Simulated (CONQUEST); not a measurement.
**Geometry relaxation of CdSe (part 2 of 2)**

The same run, continued: CdSe (Immm, 4 atoms in the cell); Kohn-Sham DFT of a periodic cell, PBEsol, PseudoDojo NC PBEsol, spin-polarised (CONQUEST 1.3); 3×3×2 k-mesh, fermi-dirac of 0.1 eV, collinear spins. The structure derives from a Materials Project entry. The settings are looser than a standard set-up, so the numbers are not reference values.

Geometry of the input (Å; fractional positions):
```
4.0823  0.0000  0.0000
0.0000  4.0380  0.0000
0.0000  0.0000  5.7601
Cd 0.0000  0.0000  0.0000
Cd 0.5000  0.5000  0.5000
Se 0.0000  0.0000  0.5000
Se 0.5000  0.5000  0.0000
```

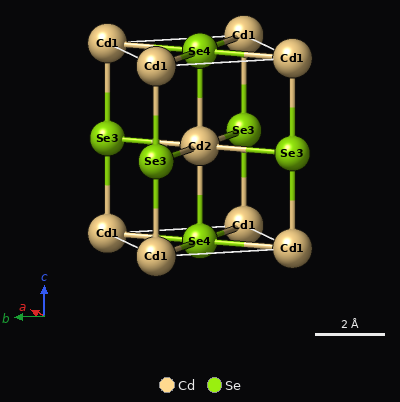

*The geometry at step 2 of the log (ball-and-stick view of the cell of the calculation, seen at an oblique angle; atoms are numbered from 1 in the order of the input).*

The program's output, continued:
```
      PulayMixSC: Starting Pulay mixing, A_up =  0.300 A_dn =  0.300
      PulayMixSC: Spin populations are to be relaxed.
      PulayMixSC: with wave dependent metric, q1 =  0.100
          Harris-Foulkes Energy            :      -592.480348671514434 Ha
          Free Energy (E-TS)               :      -592.482806020222597 Ha
      PulayMixSC: Pulay iteration     1 residual:              0.32732E-06
      PulayMixSC: reached SCF residual of  0.32732E-06 after      1 iterations
      | Number of electrons (u/d)=        36.000000       36.000000
      | GS Energy as E-(1/2)TS   =      -592.481577345868573 Ha
      | Free Energy as E-TS      =      -592.482806020222597 Ha
      |* Harris-Foulkes energy   =      -592.480348671514434 Ha
      |* DFT total energy        =      -592.480348669302771 Ha
      get_E_and_F: Change in energy during last step of electronic optimisation: -0.56339E-06
      PulayMixSC: Starting Pulay mixing, A_up =  0.300 A_dn =  0.300
      PulayMixSC: Spin populations are to be relaxed.
      PulayMixSC: with wave dependent metric, q1 =  0.100
          Harris-Foulkes Energy            :      -592.480348437472799 Ha
          Free Energy (E-TS)               :      -592.482805970742902 Ha
      PulayMixSC: Pulay iteration     1 residual:              0.68957E-06
      PulayMixSC: reached SCF residual of  0.68957E-06 after      1 iterations
      | Number of electrons (u/d)=        36.000000       36.000000
      | GS Energy as E-(1/2)TS   =      -592.481577204107793 Ha
      | Free Energy as E-TS      =      -592.482805970742902 Ha
      |* Harris-Foulkes energy   =      -592.480348437472799 Ha
      |* DFT total energy        =      -592.480348427312038 Ha
      get_E_and_F: Change in energy during last step of electronic optimisation:  0.23404E-06

      safemin_full: Interpolating minimum

      PulayMixSC: Starting Pulay mixing, A_up =  0.300 A_dn =  0.300
      PulayMixSC: Spin populations are to be relaxed.
      PulayMixSC: with wave dependent metric, q1 =  0.100
          Harris-Foulkes Energy            :      -592.480348883297665 Ha
          Free Energy (E-TS)               :      -592.482806280931527 Ha
      PulayMixSC: Pulay iteration     1 residual:              0.55357E-06
      PulayMixSC: reached SCF residual of  0.55357E-06 after      1 iterations
      | Number of electrons (u/d)=        36.000000       36.000000
      | GS Energy as E-(1/2)TS   =      -592.481577582114596 Ha
      | Free Energy as E-TS      =      -592.482806280931527 Ha
      |* Harris-Foulkes energy   =      -592.480348883297665 Ha
      |* DFT total energy        =      -592.480348876029893 Ha

      force: Forces on atoms (Ha/a0)
      force:  Atom   X              Y              Z
      force:     1   0.0000202660   0.0000005653  -0.0001804257
      force:     2  -0.0000075379   0.0000001593  -0.0001755310
      force:     3  -0.0000784460  -0.0000001367  -0.0001896623
      force:     4  -0.0000833699  -0.0000002526  -0.0001895864

      force: Maximum force :        0.00018966(Ha/a0) on atom         3 in z direction
      force: Force Residual:        0.00019291 Ha/a0
      force: Total stress:          0.03188798    -0.09867261    -0.03761106 GPa
      force: Average pressure:      0.03479857 GPa

      get_E_and_F: Change in energy during last step of electronic optimisation: -0.59248E+03

WARNING: Electronic structure dE is similar to atom movement dE; increase tolerance   -592.480348883298     -0.000001660148

      safemin_full: exit after    4 iterations with enthalpy     -592.4803488833 Ha

      Simulation cell dimensions:     8.0788 a0 x     7.9834 a0 x    10.6419 a0

      Atomic coordinates (a0)
         Atom         X         Y         Z  Species
            1    8.0785    7.9834    0.0038        1
            2    4.0393    3.9917    5.3248        2
            3    8.0788    0.0000    5.3221        3
            4    4.0394    3.9917    0.0011        3

    GeomOpt - Iter:    4 MaxF:   0.00018966 Ha/a0 H:    -592.48034888 Ha MaxS:   0.09867261 GPa/
    Force Residual:              0.00019291 Ha/a0
    Maximum force:               0.00018966 Ha/a0
    Force tolerance:             0.00050000 Ha/a0
    Maximum stress:              0.09867261 GPa
    Stress tolerance:            0.20000000 GPa
    Change in stress:            0.00299125 GPa
    Enthalpy change:            -0.00000166 Ha
    Enthalpy tolerance:          0.00001000 Ha

    GeomOpt converged in    4 iterations
    full_cg_run: Maximum stress below threshold:            0.09867261 GPa
    full_cg_run: Maximum force below threshold:             0.00018966 Ha/a0

    BIBLIOGRAPHY: Please consider citing the following references in the conquest.bib file

    CONQUEST:         Bowler2002pt, Miyazaki2004, Nakata2020
    Basis:            Bowler2019
    DM:               Bowler:2006xr
    Pseudopotentials: Hamann2013, Bowler2019
    Cell optimisation:Pfrommer1997
    XC references from LibXC:

    Warnings written to file Conquest_warnings; please check
```

File coords.dat:
```
    7.7143911640     0.0000000000     0.0000000000
    0.0000000000     7.6307764522     0.0000000000
    0.0000000000     0.0000000000    10.8849755457
4
  0.0000000000   0.0000000000   0.0000000000 1 T T T
  0.5000000000   0.5000000000   0.5000000000 2 T T T
  0.0000000000   0.0000000000   0.5000000000 3 T T T
  0.5000000000   0.5000000000   0.0000000000 3 T T T
```

File coord_next.dat:
```
      8.07881387398710515      0.00000000000000000      0.00000000000000000
      0.00000000000000000      7.98338828790102450      0.00000000000000000
      0.00000000000000000      0.00000000000000000     10.64194474824520853
       4
      0.99996454727785578      0.99999885609916905      0.00035995224108094     1  T  T  T
      0.49998352173571148      0.50000048915025230      0.50035993648465393     2  T  T  T
      0.99999927837450497      0.00000000329599808      0.50010769457886051     3  T  T  T
      0.49999930982259966      0.49999999624798053      0.00010768046681360     3  T  T  T
```

Trajectory as extended XYZ (Å, eV, eV/Å), 5 frames, from step=0 to step=4:
```
4
Lattice="4.0823 0.0000 0.0000 0.0000 4.0380 0.0000 0.0000 0.0000 5.7601" Properties=species:S:1:pos:R:3:forces:R:3 step=0 energy=-16122.07508
Cd    0.0000    0.0000    0.0000    0.0000   0.0000   0.0000
Cd    2.0411    2.0190    2.8800    0.0000   0.0000   0.0000
Se    0.0000    0.0000    2.8800    0.0000   0.0000   0.0000
Se    2.0411    2.0190    0.0000    0.0000   0.0000   0.0000
4
Lattice="4.2700 0.0000 0.0000 0.0000 4.2165 0.0000 0.0000 0.0000 5.7623" Properties=species:S:1:pos:R:3:forces:R:3 step=1 energy=-16122.19374
Cd    0.0000    0.0000    0.0000    0.0000   0.0000   0.0000
Cd    2.1350    2.1083    2.8812    0.0000   0.0000   0.0000
Se    0.0000    0.0000    2.8812    0.0000   0.0000   0.0000
Se    2.1350    2.1083    0.0000    0.0000   0.0000   0.0000
4
Lattice="4.2753 0.0000 0.0000 0.0000 4.2240 0.0000 0.0000 0.0000 5.6350" Properties=species:S:1:pos:R:3:forces:R:3 step=2 energy=-16122.21133
Cd    0.0000    0.0000    0.0000   -0.0050  -0.0002   0.1522
Cd    2.1377    2.1120    2.8175   -0.0055   0.0002   0.1522
Se    0.0000    0.0000    2.8175    0.0000   0.0000   0.0000
Se    2.1377    2.1120    0.0000    0.0000   0.0000   0.0000
4
Lattice="4.2753 0.0000 0.0000 0.0000 4.2243 0.0000 0.0000 0.0000 5.6317" Properties=species:S:1:pos:R:3:forces:R:3 step=3 energy=-16122.21157
Cd    4.2753    4.2243    0.0029   -0.0039  -0.0001  -0.0312
Cd    2.1376    2.1122    2.8188   -0.0001   0.0000  -0.0312
Se    0.0000    0.0000    2.8158   -0.0001   0.0000   0.0154
Se    2.1377    2.1122    0.0000   -0.0001   0.0000   0.0154
4
Lattice="4.2751 0.0000 0.0000 0.0000 4.2246 0.0000 0.0000 0.0000 5.6315" Properties=species:S:1:pos:R:3:forces:R:3 step=4 energy=-16122.21162
Cd    4.2750    4.2246    0.0020    0.0010   0.0000  -0.0093
Cd    2.1375    2.1123    2.8178   -0.0004   0.0000  -0.0090
Se    4.2751    0.0000    2.8163   -0.0040   0.0000  -0.0098
Se    2.1376    2.1123    0.0006   -0.0043   0.0000  -0.0097
```

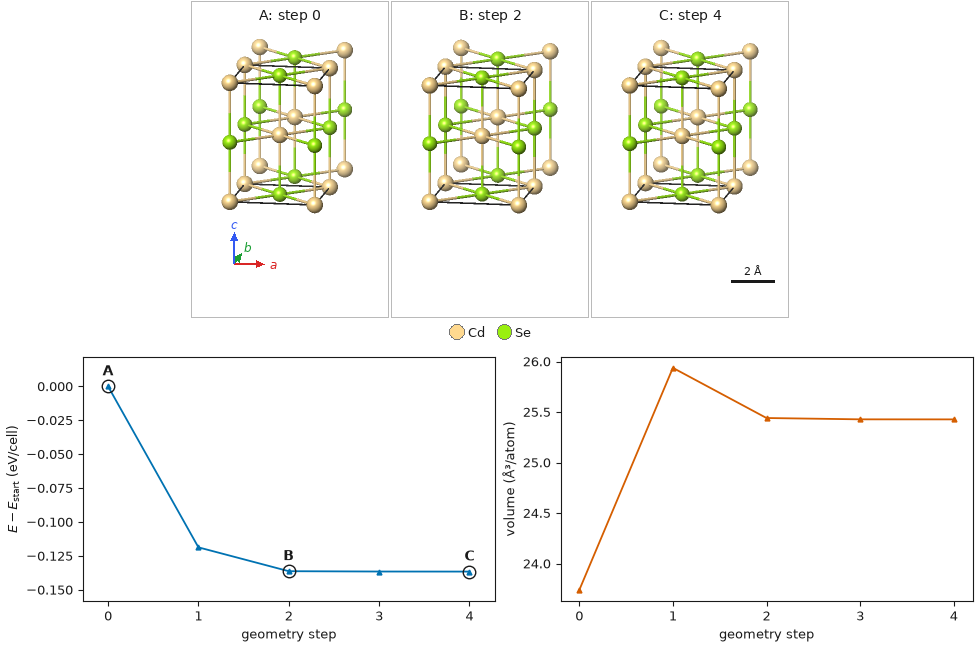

*Frames of the relaxation (ball-and-stick view of the cell of the calculation, repeated 1 × 2 × 1, seen slightly off an axis) above the curves, on which the letters mark them (steps are counted from 0).*

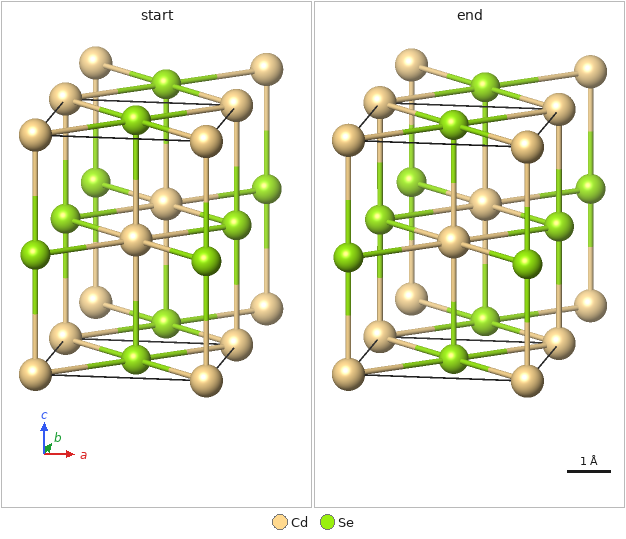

*Before (left) and after (right) the relaxation, at one scale (ball-and-stick view of the cell of the calculation, repeated 1 × 2 × 1, seen slightly off an axis).*

The atoms keep their places relative to the cell (all moves are under 0.005 Å). The volume changes by +7.1 %, with a 4.082 → 4.275 Å (+4.7 %), b 4.038 → 4.225 Å (+4.6 %), c 5.760 → 5.631 Å (−2.2 %). Among the contacts that change: Cd1–Se4 2.871 → 3.005 Å, Cd1–Se3 2.880 → 2.814 Å. The space group stays Immm (No. 71). Over 4 geometry steps the energy falls by 0.137 eV per cell of the calculation. (Atoms are counted from 1 in the order of the input.)

Key numbers:

| quantity | value |
| --- | --- |
| outcome | converged |
| space group (tolerance 0.01 Å) | Immm (71) |
| electrons treated | 72 |
| free energy | −16122.2785 eV |
| Fermi energy | −3.549 eV |
| gap on the k-point mesh | none (metallic) |
| net moment of the cell | 0.00 μB |
| pressure | 0.03 GPa |
| final volume | 101.71 Å³ |
| largest force (length of the vector) at the end | 0.011 eV/Å |
| final cell | a = 4.275 Å, b = 4.225 Å, c = 5.631 Å, α = 90.00°, β = 90.00°, γ = 90.00° |
| wall time | 70 s |
| peak memory | 0.26 GiB |

Notes:

Settings chosen away from the usual ones: SC.WaveDependentMetric set to T. The settings depart from the standard set-up of this series, which can bear on the numbers. Further notes kept with the run: full_cg_run:: Maximum force below threshold; consider only optimising cell; safemin_full:: Electronic structure dE is similar to atom movement dE; increase tolerance -592.480348108124 -0.000000884975; safemin_full:: Electronic structure dE is similar to atom movement dE; increase tolerance -592.480348883298 -0.000001660148. Points of doubt noted for this run: small atomic basis.
